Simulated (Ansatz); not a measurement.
**Run report: GeSi, molecular dynamics (part 2 of 2)**

The same run, continued: GeSi (P6₃mc, 16 atoms in the cell); DFT, r2SCAN, plane waves, PAW, no spin polarisation (Ansatz 0.2.0); cutoff 500 eV, 3×3×2 k-mesh, Fermi–Dirac smearing of 0.146 eV. The structure was built on a prototype by a generator. The geometry comes from this level: r2SCAN. It belongs to a series of runs on one base structure; here: NVT, Nosé–Hoover thermostat at 1700 K.

Geometry of the input (Å; fractional positions):
```
7.8129  0.0000  0.0000
-3.9064  6.7661  0.0000
0.0000  0.0000  6.4478
Ge 0.1667  0.3333  0.0004
Ge 0.3333  0.1667  0.5004
Si 0.1667  0.3333  0.3746
Si 0.3333  0.1667  0.8746
Ge 0.1667  0.8333  0.0004
Ge 0.3333  0.6667  0.5004
Si 0.1667  0.8333  0.3746
Si 0.3333  0.6667  0.8746
Ge 0.6667  0.3333  0.0004
Ge 0.8333  0.1667  0.5004
Si 0.6667  0.3333  0.3746
Si 0.8333  0.1667  0.8746
Ge 0.6667  0.8333  0.0004
Ge 0.8333  0.6667  0.5004
Si 0.6667  0.8333  0.3746
Si 0.8333  0.6667  0.8746
```

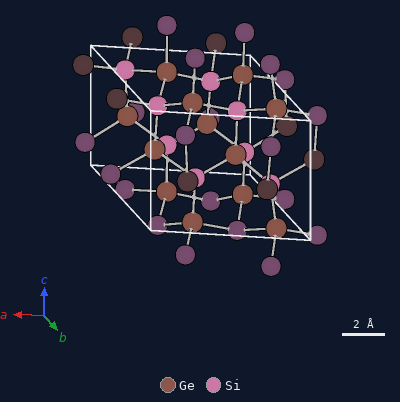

The geometry at step 18 of the log (ball-and-stick view of the cell of the calculation, seen at an oblique angle; neighbours outside the cell are drawn fainter).

```
SCF converged after 2 iterations
Free energy (F): -39533.521689 eV
Harris-Foulkes:  -39533.521689 eV  (|F-HF|=3.11e-9)
Internal energy: -39533.453032 eV  (E = F + TS)
E sigma→0 (E₀):  -39533.487360 eV
Entropy (-TS):   -0.068657 eV (-4.291 meV/atom)
Fermi energy:    7.788346 eV
--- Per-component energies (eV) ---
  E_band       = -1294.651800
  E_kinetic    = 1211.986082
  E_local      = -21255.222582  (includes V_loc(G=0)·N_el)
  E_nonlocal   = 3561.818996
  E_hartree    = 9355.717771
  E_xc         = -965.259358
  E_vxc        = -941.875545  (∫ρ·V_xc dr)
  E_paw        = -20430.372298  (= ΣΔE_a)
  E_vpaw       = -2628.937499  (= ΣTr[D̂ρ^β])
  E_aug_tail   = 0.000160  (compensation charges beyond the density's cutoff)
  E_vtau       = 46.142998  (kinetic-family band-sum trace: ∫τ·v_τ [+ j·A + Jᵃ·Aᵃ] dr)
  E_ewald      = -11002.824213
  E_core_change = -9.297590  (= ΣΔE_core)
  E_smearing   = -0.068657  (= −TS)
  E_closure    = 0.000000  (closes the sum)
  Σ components = -39533.521689   (vs F -39533.521689, Δ=0.00e0)
--- Forces (eV/Å), atoms counted from 1 ---
  atom   1  Ge    -0.85399490     1.06077981     0.11686479
  atom   2  Ge    -1.47290783    -0.93423803    -0.68735287
  atom   3  Si     0.42207979    -0.97526109     0.77267812
  atom   4  Si     1.47865592    -1.32315884     1.05707802
  atom   5  Ge     1.73136662     0.39823229    -0.29950237
  atom   6  Ge     0.11352922    -0.67860715    -0.71668615
  atom   7  Si    -1.63373254     0.99333493     0.74748730
  atom   8  Si    -0.15338423     1.05263927     0.96508831
  atom   9  Ge     1.08867495    -1.58784581     0.68701964
  atom  10  Ge     0.16661604    -0.61879879    -0.99287133
  atom  11  Si     1.36289123     0.78172083    -0.02273639
  atom  12  Si    -1.65249874     0.36356684    -1.05714320
  atom  13  Ge    -0.92096632    -0.78738202    -0.49517022
  atom  14  Ge    -1.14866411     1.13196392    -0.44669366
  atom  15  Si     1.95272716     0.35581288     0.51326123
  atom  16  Si    -0.48040531     0.76722974    -0.14132036
  max |Σ_I F_I| component: 1.31e-5 eV/Å
--- MD trajectory: 30 steps, t = 0.0 → 30.0 fs ---
  final state: T = 787.9 K   F+E_penalty+E_count = -39533.52168889 eV   E_kin = 1.527593 eV
  conserved energy: peak-to-peak 2.097e-3 eV (1.310e-4 eV/atom) over 30.0 fs
```

**File md.tsv**
```
# step	time_fs	lagrangian_ev	e_kin_ev	conserved_ev	temperature_k	n_scf	instantaneous_pressure_gpa	pulay_correction_pressure_gpa	volume_ang3	basis_selection	selection_volumetric_strain	selection_max_deviatoric_strain	pulay_correction_read	pulay_correction_kernel_widenings	a_ang	b_ang	c_ang	alpha_deg	beta_deg	gamma_deg	quantum_kinetic_energy_ev	gyration_radius_ang	target_temperature_k	e_deformation_potential
0	0.000000	-3.9535324940e4	3.2961299728e0	-3.9532028810e4	1700.0000	8	nan	nan	nan	nan	nan	nan	nan	nan	nan	nan	nan	nan	nan	nan	nan	nan	nan	0.0000000000e0
1	1.000000	-3.9535315549e4	3.2867504816e0	-3.9532028799e4	1695.1625	7	nan	nan	nan	nan	nan	nan	nan	nan	nan	nan	nan	nan	nan	nan	nan	nan	nan	0.0000000000e0
2	2.000000	-3.9535287876e4	3.2591129805e0	-3.9532028766e4	1680.9083	7	nan	nan	nan	nan	nan	nan	nan	nan	nan	nan	nan	nan	nan	nan	nan	nan	nan	0.0000000000e0
3	3.000000	-3.9535242451e4	3.2137525095e0	-3.9532028711e4	1657.5133	7	nan	nan	nan	nan	nan	nan	nan	nan	nan	nan	nan	nan	nan	nan	nan	nan	nan	0.0000000000e0
4	4.000000	-3.9535180144e4	3.1515473182e0	-3.9532028636e4	1625.4306	7	nan	nan	nan	nan	nan	nan	nan	nan	nan	nan	nan	nan	nan	nan	nan	nan	nan	0.0000000000e0
5	5.000000	-3.9535102150e4	3.0737015852e0	-3.9532028542e4	1585.2811	3	nan	nan	nan	nan	nan	nan	nan	nan	nan	nan	nan	nan	nan	nan	nan	nan	nan	0.0000000000e0
6	6.000000	-3.9535009966e4	2.9817210877e0	-3.9532028430e4	1537.8416	2	nan	nan	nan	nan	nan	nan	nan	nan	nan	nan	nan	nan	nan	nan	nan	nan	nan	0.0000000000e0
7	7.000000	-3.9534905355e4	2.8773829231e0	-3.9532028304e4	1484.0285	3	nan	nan	nan	nan	nan	nan	nan	nan	nan	nan	nan	nan	nan	nan	nan	nan	nan	0.0000000000e0
8	8.000000	-3.9534790321e4	2.7626995792e0	-3.9532028166e4	1424.8799	2	nan	nan	nan	nan	nan	nan	nan	nan	nan	nan	nan	nan	nan	nan	nan	nan	nan	0.0000000000e0
9	9.000000	-3.9534667059e4	2.6398773185e0	-3.9532028018e4	1361.5335	2	nan	nan	nan	nan	nan	nan	nan	nan	nan	nan	nan	nan	nan	nan	nan	nan	nan	0.0000000000e0
10	10.000000	-3.9534537916e4	2.5112691442e0	-3.9532027864e4	1295.2030	7	nan	nan	nan	nan	nan	nan	nan	nan	nan	nan	nan	nan	nan	nan	nan	nan	nan	0.0000000000e0
11	11.000000	-3.9534405336e4	2.3793237604e0	-3.9532027706e4	1227.1514	3	nan	nan	nan	nan	nan	nan	nan	nan	nan	nan	nan	nan	nan	nan	nan	nan	nan	0.0000000000e0
12	12.000000	-3.9534271806e4	2.2465313773e0	-3.9532027550e4	1158.6628	3	nan	nan	nan	nan	nan	nan	nan	nan	nan	nan	nan	nan	nan	nan	nan	nan	nan	0.0000000000e0
13	13.000000	-3.9534139802e4	2.1153675715e0	-3.9532027398e4	1091.0143	2	nan	nan	nan	nan	nan	nan	nan	nan	nan	nan	nan	nan	nan	nan	nan	nan	nan	0.0000000000e0
14	14.000000	-3.9534011732e4	1.9882360103e0	-3.9532027253e4	1025.4454	3	nan	nan	nan	nan	nan	nan	nan	nan	nan	nan	nan	nan	nan	nan	nan	nan	nan	0.0000000000e0
15	15.000000	-3.9533889873e4	1.8674107046e0	-3.9532027120e4	963.1289	2	nan	nan	nan	nan	nan	nan	nan	nan	nan	nan	nan	nan	nan	nan	nan	nan	nan	0.0000000000e0
16	16.000000	-3.9533776321e4	1.7549812036e0	-3.9532027002e4	905.1427	2	nan	nan	nan	nan	nan	nan	nan	nan	nan	nan	nan	nan	nan	nan	nan	nan	nan	0.0000000000e0
17	17.000000	-3.9533672938e4	1.6528038014e0	-3.9532026902e4	852.4441	3	nan	nan	nan	nan	nan	nan	nan	nan	nan	nan	nan	nan	nan	nan	nan	nan	nan	0.0000000000e0
18	18.000000	-3.9533581307e4	1.5624578268e0	-3.9532026821e4	805.8476	2	nan	nan	nan	nan	nan	nan	nan	nan	nan	nan	nan	nan	nan	nan	nan	nan	nan	0.0000000000e0
19	19.000000	-3.9533502696e4	1.4852099373e0	-3.9532026763e4	766.0065	3	nan	nan	nan	nan	nan	nan	nan	nan	nan	nan	nan	nan	nan	nan	nan	nan	nan	0.0000000000e0
20	20.000000	-3.9533438032e4	1.4219890277e0	-3.9532026727e4	733.3999	7	nan	nan	nan	nan	nan	nan	nan	nan	nan	nan	nan	nan	nan	nan	nan	nan	nan	0.0000000000e0
21	21.000000	-3.9533387888e4	1.3733728408e0	-3.9532026714e4	708.3258	4	nan	nan	nan	nan	nan	nan	nan	nan	nan	nan	nan	nan	nan	nan	nan	nan	nan	0.0000000000e0
22	22.000000	-3.9533352476e4	1.3395838750e0	-3.9532026722e4	690.8989	2	nan	nan	nan	nan	nan	nan	nan	nan	nan	nan	nan	nan	nan	nan	nan	nan	nan	0.0000000000e0
23	23.000000	-3.9533331659e4	1.3204974319e0	-3.9532026752e4	681.0550	3	nan	nan	nan	nan	nan	nan	nan	nan	nan	nan	nan	nan	nan	nan	nan	nan	nan	0.0000000000e0
24	24.000000	-3.9533324965e4	1.3156621208e0	-3.9532026801e4	678.5611	2	nan	nan	nan	nan	nan	nan	nan	nan	nan	nan	nan	nan	nan	nan	nan	nan	nan	0.0000000000e0
25	25.000000	-3.9533331623e4	1.3243271680e0	-3.9532026867e4	683.0302	3	nan	nan	nan	nan	nan	nan	nan	nan	nan	nan	nan	nan	nan	nan	nan	nan	nan	0.0000000000e0
26	26.000000	-3.9533350589e4	1.3454765949e0	-3.9532026946e4	693.9381	2	nan	nan	nan	nan	nan	nan	nan	nan	nan	nan	nan	nan	nan	nan	nan	nan	nan	0.0000000000e0
27	27.000000	-3.9533380596e4	1.3778678556e0	-3.9532027036e4	710.6441	3	nan	nan	nan	nan	nan	nan	nan	nan	nan	nan	nan	nan	nan	nan	nan	nan	nan	0.0000000000e0
28	28.000000	-3.9533420192e4	1.4200754417e0	-3.9532027136e4	732.4129	2	nan	nan	nan	nan	nan	nan	nan	nan	nan	nan	nan	nan	nan	nan	nan	nan	nan	0.0000000000e0
29	29.000000	-3.9533467784e4	1.4705367820e0	-3.9532027241e4	758.4387	3	nan	nan	nan	nan	nan	nan	nan	nan	nan	nan	nan	nan	nan	nan	nan	nan	nan	0.0000000000e0
30	30.000000	-3.9533521689e4	1.5275931791e0	-3.9532027348e4	787.8659	6	nan	nan	nan	nan	nan	nan	nan	nan	nan	nan	nan	nan	nan	nan	nan	nan	nan	0.0000000000e0
```

**Trajectory as extended XYZ (Å, eV, eV/Å), 6 of the 31 frames kept, from step=0 to step=30**
```
16
Lattice="7.8129 0.0000 0.0000 -3.9064 6.7661 0.0000 0.0000 0.0000 6.4478" Properties=species:S:1:pos:R:3:forces:R:3 step=0 time_fs=0.0 energy=-39535.32494 temperature=1700.0
Ge    0.0000    2.2554    0.0026    0.0000   0.0000  -0.0074
Ge    1.9532    1.1277    3.2265    0.0000   0.0000  -0.0074
Si    0.0000    2.2554    2.4154    0.0000   0.0000   0.0074
Si    1.9532    1.1277    5.6393    0.0000   0.0000   0.0074
Ge   -1.9532    5.6385    0.0026    0.0000   0.0000  -0.0074
Ge    0.0000    4.5108    3.2265    0.0000   0.0000  -0.0074
Si   -1.9532    5.6385    2.4154    0.0000   0.0000   0.0074
Si    0.0000    4.5108    5.6393    0.0000   0.0000   0.0074
Ge    3.9064    2.2554    0.0026    0.0000   0.0000  -0.0074
Ge    5.8597    1.1277    3.2265    0.0000   0.0000  -0.0074
Si    3.9064    2.2554    2.4154    0.0000   0.0000   0.0074
Si    5.8597    1.1277    5.6393    0.0000   0.0000   0.0074
Ge    1.9532    5.6385    0.0026    0.0000   0.0000  -0.0074
Ge    3.9064    4.5108    3.2265    0.0000   0.0000  -0.0074
Si    1.9532    5.6385    2.4154    0.0000   0.0000   0.0074
Si    3.9064    4.5108    5.6393    0.0000   0.0000   0.0074
16
Lattice="7.8129 0.0000 0.0000 -3.9064 6.7661 0.0000 0.0000 0.0000 6.4478" Properties=species:S:1:pos:R:3:forces:R:3 step=6 time_fs=6.0 energy=-39535.00997 temperature=1537.8
Ge    0.0183    2.2462    0.0080   -0.3651   0.5105   0.1778
Ge    1.9590    1.1443    3.2131   -0.8772  -0.5466  -0.2482
Si   -0.0256    2.3069    2.4002    0.2483  -0.4421   0.2711
Si    1.8747    1.1615    5.5890    0.9505  -0.7265   0.3146
Ge   -1.9967    5.6272   -0.0063    0.5017   0.1524  -0.4157
Ge    0.0212    4.5378    3.2483   -0.0023  -0.3678  -0.1686
Si   -1.8788    5.6028    2.3742   -0.8043   0.5131   0.4162
Si    0.0030    4.4828    5.6208   -0.0697   0.5869   0.4698
Ge    3.8568    2.2730   -0.0184    0.2629  -0.7526   0.1747
Ge    5.8565    1.1448    3.2661   -0.1013  -0.2374  -0.2470
Si    3.8501    2.2037    2.4057    0.8704   0.5727  -0.0463
Si    5.9062    1.1284    5.7025   -0.8288   0.1928  -0.4507
Ge    1.9763    5.6543    0.0193   -0.2406  -0.5033  -0.2686
Ge    3.9611    4.4684    3.2208   -0.4466   0.2682  -0.3721
Si    1.9182    5.6281    2.4133    1.0836   0.2513   0.3285
Si    3.9087    4.4697    5.6224   -0.1815   0.5283   0.0645
16
Lattice="7.8129 0.0000 0.0000 -3.9064 6.7661 0.0000 0.0000 0.0000 6.4478" Properties=species:S:1:pos:R:3:forces:R:3 step=12 time_fs=12.0 energy=-39534.27181 temperature=1158.7
Ge    0.0348    2.2395    0.0144   -0.7178   1.0149   0.4055
Ge    1.9607    1.1582    3.1987   -1.6885  -1.0062  -0.3390
Si   -0.0482    2.3531    2.3884    0.4076  -0.7843   0.4873
Si    1.8079    1.1864    5.5425    1.7763  -1.3161   0.4858
Ge   -2.0377    5.6166   -0.0171    0.9102   0.2592  -0.6592
Ge    0.0424    4.5631    3.2694   -0.0035  -0.6925  -0.2767
Si   -1.8142    5.5733    2.3379   -1.4690   0.8816   0.6578
Si    0.0052    4.4619    5.6080   -0.1359   0.9957   0.8490
Ge    3.8084    2.2870   -0.0385    0.4613  -1.4106   0.4125
Ge    5.8529    1.1607    3.3047   -0.1479  -0.4197  -0.4650
Si    3.8044    2.1590    2.3954    1.7124   1.1070  -0.1869
Si    5.9427    1.1314    5.7603   -1.5040   0.3136  -0.8519
Ge    1.9983    5.6678    0.0348   -0.4349  -0.8910  -0.4500
Ge    4.0136    4.4272    3.2134   -0.7450   0.4478  -0.5913
Si    1.8962    5.6208    2.4152    1.8937   0.5008   0.4738
Si    3.9088    4.4351    5.6062   -0.3150   0.9997   0.0485
16
Lattice="7.8129 0.0000 0.0000 -3.9064 6.7661 0.0000 0.0000 0.0000 6.4478" Properties=species:S:1:pos:R:3:forces:R:3 step=18 time_fs=18.0 energy=-39533.58131 temperature=805.8
Ge    0.0479    2.2376    0.0226   -0.9307   1.3344   0.5290
Ge    1.9544    1.1675    3.1826   -2.1589  -1.2500  -0.3968
Si   -0.0659    2.3897    2.3825    0.4811  -0.9932   0.6479
Si    1.7625    1.1953    5.5019    2.1976  -1.6405   0.6224
Ge   -2.0745    5.6072   -0.0310    1.2499   0.3372  -0.7036
Ge    0.0636    4.5852    3.2892    0.0090  -0.8729  -0.3825
Si   -1.7674    5.5545    2.3097   -1.8561   1.0741   0.7519
Si    0.0057    4.4531    5.6056   -0.1834   1.1987   1.0823
Ge    3.7621    2.2943   -0.0566    0.6367  -1.8231   0.6112
Ge    5.8487    1.1747    3.3410   -0.1153  -0.5360  -0.6597
Si    3.7796    2.1278    2.3829    2.1900   1.3823  -0.2847
Si    5.9609    1.1382    5.8077   -1.9006   0.3719  -1.1042
Ge    2.0182    5.6771    0.0482   -0.6021  -1.0842  -0.5440
Ge    4.0627    4.3882    3.2032   -0.9389   0.6219  -0.6659
Si    1.8973    5.6197    2.4228    2.3260   0.6317   0.5135
Si    3.9050    4.4125    5.5906   -0.4043   1.2476  -0.0167
16
Lattice="7.8129 0.0000 0.0000 -3.9064 6.7661 0.0000 0.0000 0.0000 6.4478" Properties=species:S:1:pos:R:3:forces:R:3 step=24 time_fs=24.0 energy=-39533.32496 temperature=678.6
Ge    0.0567    2.2419    0.0333   -0.9478   1.3395   0.4222
Ge    1.9379    1.1709    3.1645   -2.0653  -1.2033  -0.5380
Si   -0.0777    2.4142    2.3846    0.4836  -1.0567   0.7488
Si    1.7437    1.1843    5.4691    2.0667  -1.6303   0.8341
Ge   -2.1054    5.5994   -0.0483    1.5308   0.3909  -0.5713
Ge    0.0849    4.6033    3.3072    0.0495  -0.8581  -0.5367
Si   -1.7431    5.5488    2.2906   -1.9038   1.1016   0.7706
Si    0.0040    4.4589    5.6163   -0.1941   1.2100   1.1256
Ge    3.7188    2.2931   -0.0719    0.8395  -1.8803   0.7012
Ge    5.8439    1.1862    3.3743   -0.0052  -0.5972  -0.8365
Si    3.7811    2.1132    2.3669    2.0495   1.2582  -0.2164
Si    5.9559    1.1496    5.8418   -1.9481   0.3896  -1.1684
Ge    2.0353    5.6813    0.0591   -0.7606  -1.0481  -0.5598
Ge    4.1074    4.3520    3.1899   -1.0654   0.8443  -0.6139
Si    1.9268    5.6261    2.4368    2.3329   0.5783   0.5255
Si    3.8963    4.4051    5.5747   -0.4622   1.1615  -0.0871
16
Lattice="7.8129 0.0000 0.0000 -3.9064 6.7661 0.0000 0.0000 0.0000 6.4478" Properties=species:S:1:pos:R:3:forces:R:3 step=30 time_fs=30.0 energy=-39533.52169 temperature=787.9
Ge    0.0611    2.2526    0.0460   -0.8540   1.0608   0.1169
Ge    1.9117    1.1687    3.1437   -1.4729  -0.9342  -0.6874
Si   -0.0837    2.4260    2.3958    0.4221  -0.9753   0.7727
Si    1.7499    1.1533    5.4464    1.4787  -1.3232   1.0571
Ge   -2.1292    5.5935   -0.0682    1.7314   0.3982  -0.2995
Ge    0.1065    4.6173    3.3227    0.1135  -0.6786  -0.7167
Si   -1.7420    5.5565    2.2809   -1.6337   0.9933   0.7475
Si   -0.0001    4.4796    5.6409   -0.1534   1.0526   0.9651
Ge    3.6793    2.2831   -0.0840    1.0887  -1.5878   0.6870
Ge    5.8390    1.1949    3.4037    0.1666  -0.6188  -0.9929
Si    3.8076    2.1137    2.3483    1.3629   0.7817  -0.0227
Si    5.9271    1.1658    5.8616   -1.6525   0.3636  -1.0571
Ge    2.0488    5.6806    0.0673   -0.9210  -0.7874  -0.4952
Ge    4.1473    4.3198    3.1736   -1.1487   1.1320  -0.4467
Si    1.9849    5.6396    2.4573    1.9527   0.3558   0.5133
Si    3.8818    4.4117    5.5577   -0.4804   0.7672  -0.1413
```

**Summary**

```json
{"quantity": "outcome", "value": "finished"}
{"quantity": "mean temperature over the second half", "value": "759 K"}
{"quantity": "trajectory", "value": "30 steps, 30 fs"}
{"quantity": "ensemble", "value": "nvt_nose_hoover"}
{"quantity": "temperature in the input", "value": "1700 K"}
{"quantity": "time step", "value": "1.0 fs"}
{"quantity": "space group of the start (tolerance 0.01 Å)", "value": "P6₃mc (186)"}
{"quantity": "electrons treated", "value": "144"}
{"quantity": "potential energy (free energy of the electrons) (last step)", "value": "−39533.5217 eV"}
{"quantity": "Fermi energy (last step)", "value": "7.788 eV"}
{"quantity": "largest force (length of the vector) (last step)", "value": "2.248 eV/Å"}
{"quantity": "wall time", "value": "7.2 min (CPU time 28 min)"}
{"quantity": "peak memory", "value": "2 GiB"}
```

**Notes**

The k-point mesh is coarse for a cell of this size, so the results may not be converged. So short a trajectory is not equilibrated. The temperature stays far from the 1700 K of the thermostat over the second half: the run isn't equilibrated.
